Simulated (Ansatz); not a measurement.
# Run report: Hf, single-point calculation

System: Hf (I4/mmm, 1 atom in the cell).
Method: DFT PBEsol, scalar-relativistic, plane waves, PAW, no spin polarisation (Ansatz 0.2.0).

The structure derives from an entry of the Crystallography Open Database. It belongs to a series of runs on one base structure; here: strain +0.0500 x Voigt [1, 0, 0, 0, 0, 0], atoms carried along. Figures and captions count atoms from 1; the log counts them from 0 in places.

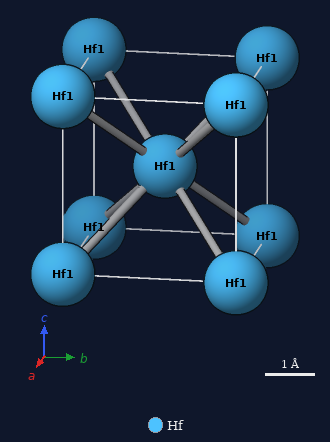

*The structure (ball-and-stick view of the cell 2 times as large as that of the calculation, set on its symmetry axes, seen slightly off an axis; atoms are numbered from 1 in the order of the input). An atom can appear more than once, as a periodic image.*

Near neighbours in the periodic cell (some may lie outside the picture): Hf has 8 Hf at 3.18 Å.

**Input file**
```yaml
crystal:
  lattice:
    - [-1.89525, 1.805, 1.805]
    - [1.89525, -1.805, 1.805]
    - [1.89525, 1.805, -1.805]
  atoms:
    - { symbol: Hf, position: [0.0, 0.0, 0.0] }
basis:
  ecutwfc: 420
kpoints:
  mp_grid: { grid: [18, 18, 18] }
hamiltonian:
  xc: pbesol
scf:
  occupations: { method: gaussian, width: 0.15 }
output:
  forces: true
  stress: true
  eigenvalues: true
  write_density: true
  write_potential: true
  elf: true
  volumetric_format: npy
```

Run on 1 thread of AMD EPYC (Zen 5), 32 GiB of memory available, shared host.

Command:
```bash
ansatz run input.yaml --threads 1 --pin off --max-ram 2560MiB --backend cpu --events-out ev --progress --plain --runs-dir out
```

**Log**
```
Engine: ansatz 0.2.0, x86_64-unknown-linux-gnu
Pseudopotentials: kind: paw
Pseudopotential: Hf, paw, valence charge 26, recommended cutoff 420 eV (normal), Hf.paw.azcp
Functional definition: PBEsol
  exchange = pbesol_x
  correlation = pbesol_c
Crystal: 1 atoms, lattice volume = 24.699 Å³
Basis set: ecut = 420 eV, 483 PW (Γ), exchange–correlation on 48×48×48 points (8 copies of the dense FFT grid, shifted against one another)
Bands: 17, of which v1, the nominal top of the filled ones, is band 13 counted from 1 (12 counted from 0)
Symmetry: 16 space group operations
Space group: I4/mmm (ITA 139), of the structure as read, at distance tolerance 2.9e-5 Å
k-points: 480 of 5832
Non-local potential: Hf, projectors of the file, l = 0: 3, l = 1: 2, l = 2: 2, l = 3: 3
PAW form: soft (Blöchl's): semilocal exchange-correlation on the pseudo side does not see the compensation charge
PAW frozen core: Hf, regenerated for the run's functional, and the local potential with it (the file was generated under x = pbe(κ = 0.804, μ = 0.2195149727645171), c = pbe(β = 0.06672455060314922))
PAW one-centre angular grid: Hf, 590 points (default); XC on 64 Gauss nodes
Initial density: superposition of atomic densities (neutral atoms: chi_scale 0, normalization atom), corrected by the library's trained network
Initial wavefunctions: pseudopotential atomic-orbital guess
Functional: x = pbesol(κ = 0.804, μ = 0.12345679012345678), c = pbesol(β = 0.046)
SCF iter   1: F=—  HF=-15597.728134 eV  |F-HF|=—  |Δ(HF+E_count)|=         —  Δρ=2.68e-3  dr2=1.16e-3  ethr=1.77e-3  ⟨swp⟩=4.5  Hψ=33831  notcnv=0
preconditioner: auto → Kerker (q_TF=auto, 2.752 Å⁻¹)  [metal: Δε(μ)=0.005 eV  Ē_g=18.262 eV  σ=0.150 eV  W_gap=0.02  n_scr=12 (ndim 8)  ℏωp=36.6 eV  f_vac=0.000  D(μ)=2.32/eV (n_scr^D=18)]
SCF iter   2: F=—  HF=-15597.728038 eV  |F-HF|=—  |Δ(HF+E_count)|=   9.63e-5  Δρ=1.67e-3  dr2=5.08e-4  ethr=4.45e-6  ⟨swp⟩=2.7  Hψ=17865  notcnv=0
SCF iter   3: F=—  HF=-15597.728090 eV  |F-HF|=—  |Δ(HF+E_count)|=   5.22e-5  Δρ=6.41e-4  dr2=7.27e-5  ethr=1.95e-6  ⟨swp⟩=2.0  Hψ=12093  notcnv=0
SCF iter   4: F=—  HF=-15597.728009 eV  |F-HF|=—  |Δ(HF+E_count)|=   8.06e-5  Δρ=1.64e-4  dr2=3.40e-6  ethr=2.80e-7  ⟨swp⟩=2.0  Hψ=13506  notcnv=0
SCF iter   5: F=—  HF=-15597.728009 eV  |F-HF|=—  |Δ(HF+E_count)|=   3.05e-7  Δρ=3.97e-5  dr2=2.28e-7  ethr=1.31e-8  ⟨swp⟩=1.6  Hψ=8721  notcnv=0
SCF iter   6: F=-15597.728009 eV  HF=-15597.728009 eV  |F-HF|=9.79e-9  |Δ(HF+E_count)|=   3.51e-9  Δρ=7.83e-6  dr2=1.41e-8  ethr=3.85e-10  ⟨swp⟩=8.1  Hψ=52154  notcnv=0
SCF 1 converged in 6 iterations: F = -15597.728009 eV  dr2 = 1.41e-8
  greatest PAW one-centre occupation: 0.998 electrons in one spin orbital (limit 2), on the Hf atom at site 0 (counted from 0), in its partial waves of l = 3
```

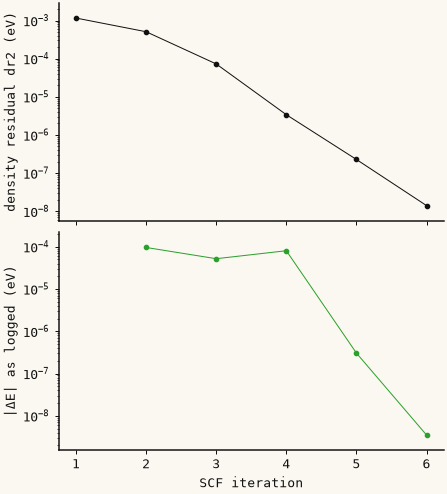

*Convergence of the self-consistent field: density residual dr2 and size of the energy change against the SCF iteration.*

The residual falls at every step.

```
SCF converged after 6 iterations
Free energy (F): -15597.728009 eV
Harris-Foulkes:  -15597.728009 eV  (|F-HF|=9.79e-9)
Internal energy: -15597.701925 eV  (E = F + TS)
E sigma→0 (E₀):  -15597.714967 eV
Entropy (-TS):   -0.026084 eV (-26.084 meV/atom)
Fermi energy:    17.375126 eV
--- Per-component energies (eV) ---
  E_band       = -25.794891
  E_kinetic    = 420.916182
  E_local      = -5337.145415  (includes V_loc(G=0)·N_el)
  E_nonlocal   = -1239.272218
  E_hartree    = 2486.116188
  E_xc         = -296.106588
  E_vxc        = -263.822705  (∫ρ·V_xc dr)
  E_paw        = -6806.277325  (= ΣΔE_a)
  E_vpaw       = 1421.305664  (= ΣTr[D̂ρ^β])
  E_aug_tail   = -0.000001  (compensation charges beyond the density's cutoff)
  E_ewald      = -4827.183839
  E_core_change = 1.251092  (= ΣΔE_core)
  E_smearing   = -0.026084  (= −TS)
  E_closure    = 0.000000  (closes the sum)
  Σ components = -15597.728009   (vs F -15597.728009, Δ=0.00e0)
--- Forces (eV/Å), atoms counted from 1 ---
  atom   1  Hf     0.00000000    -0.00000000    -0.00000000
  max |Σ_I F_I| component: 3.94e-31 eV/Å
--- Stress (GPa, compression-positive) ---
      -10.772321      -0.000000       0.000000
       -0.000000     -12.961549       0.000000
       -0.000000       0.000000     -12.961549
  P = ⅓ Tr σ = -12.2318 GPa (-122.318 kbar)
--- Band table (eV; the first three rows and the last of 480) ---
  k-point 0: bands = ["-44.4414", "-12.7817", "-12.7817", "-12.7813", "5.5802", "5.5807", "5.5807", "5.6282", "5.6358", "5.6358", "5.6559", "10.6462", "18.6364", "18.6364", "19.0984", "20.9547", "21.5828"]
  k-point 1: bands = ["-44.4402", "-12.8003", "-12.7874", "-12.7814", "5.5809", "5.5817", "5.5818", "5.6276", "5.6349", "5.6353", "5.6543", "10.7470", "18.6156", "18.6464", "19.1206", "20.8782", "21.5448"]
  k-point 2: bands = ["-44.4365", "-12.8539", "-12.8038", "-12.7811", "5.5822", "5.5850", "5.5854", "5.6258", "5.6328", "5.6336", "5.6505", "11.0422", "18.5262", "18.5619", "19.3140", "20.7010", "21.4796"]
  k-point 479: bands = ["-44.3657", "-13.2374", "-13.1800", "-13.1800", "5.5664", "5.6027", "5.6027", "5.6038", "5.6379", "5.6379", "5.6425", "15.1143", "15.2403", "23.1353", "23.3122", "23.4617", "23.4617"]
```

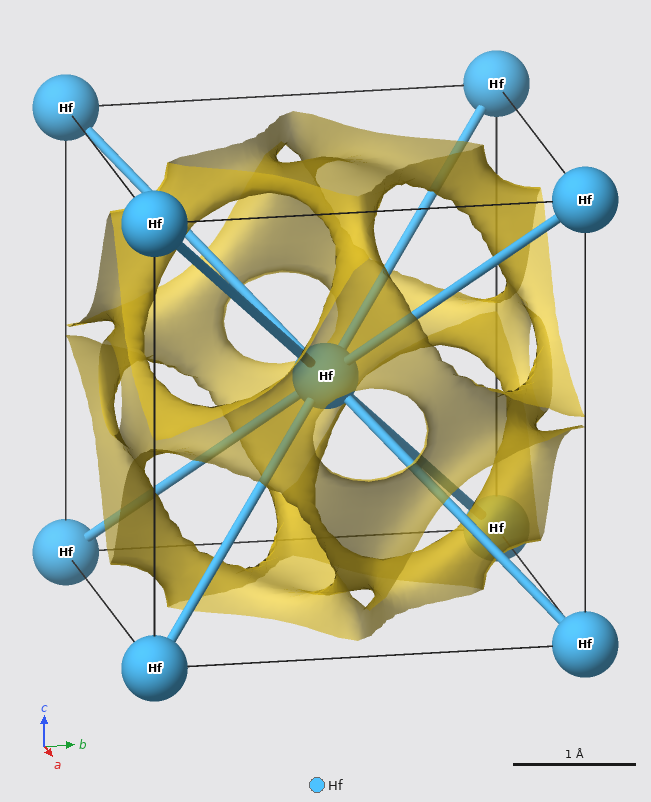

*Isosurface of the electron localisation function at 0.5 (yellow), seen slightly off an axis. Core shells and regions of very low density are left out. Sticks mark near contacts. The outline is the cell set on symmetry axes.*

The ELF exceeds this value in one network that runs through the whole crystal, counted in one cell of 2 atoms. Profiles from the grid: Hf–Hf (3.18 Å): the ELF is about 0.25 at the midpoint; no shared electron pair. Core electrons are frozen (PAW), so the fields are smoothed inside the atomic spheres.

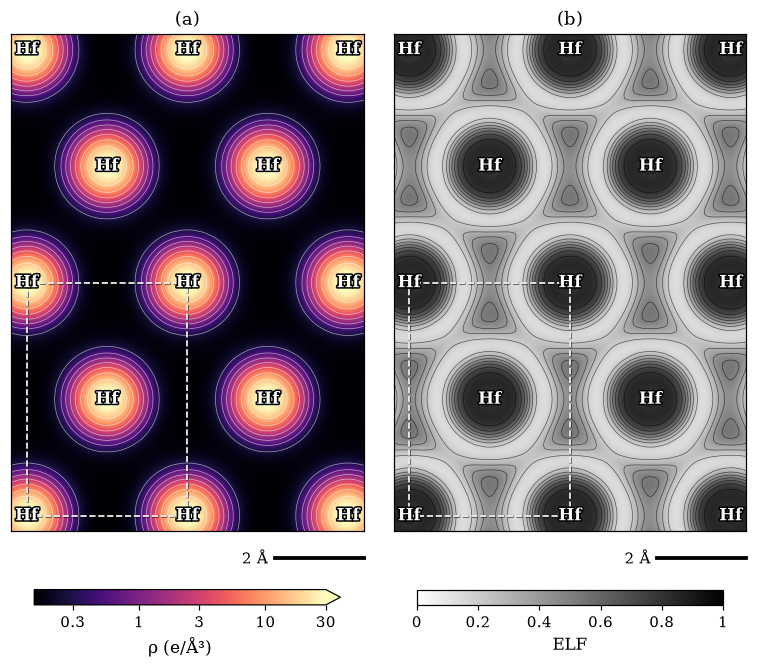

*(a) valence charge density (pseudo); (b) ELF on the (011) plane of the conventional cell.*

Hf–Hf (3.18 Å): ρ is about 0.17 e/Å³ halfway; the ELF is about 0.25 at the midpoint (no localised pair between them). Away from the nuclei the density in this plane falls to 0.15 e/Å³ at its lowest. The strong features right at Hf lie inside the PAW spheres (semicore, d or f shells) and say nothing about bonding.

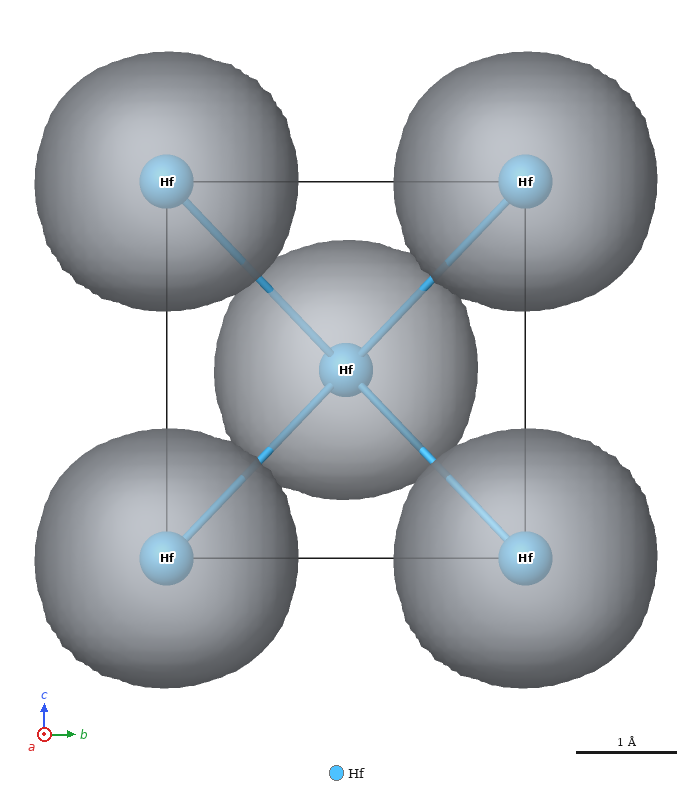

*Isosurface of the valence pseudo-density at 0.2 e/Å³ (grey), seen along the a axis. Sticks mark near contacts. The outline is the cell set on symmetry axes.*

At this value the density breaks into separate islands; it holds about 90 % of the electrons treated as valence (semicore included). It is pinched off along the Hf–Hf (3.18 Å) contacts. On the grid the lowest density along these lines, outside the cores, is 0.17 e/Å³ (Hf–Hf, 3.18 Å).

**Summary**

```csv
quantity,value
outcome,converged
space group (tolerance 0.01 Å),I4/mmm (139)
electrons treated,26
free energy,−15597.7280 eV
Fermi energy,17.375 eV
gap on the k-point mesh,none (metallic)
pressure,−12.23 GPa
largest force (length of the vector),under 0.001 eV/Å
wall time,4.2 s
peak memory,0.49 GiB
```

**Remarks**

Spin–orbit coupling is left out, which matters for Hf. The cell is under a tension of 12.2 GPa at this level, so it is not at its equilibrium volume.
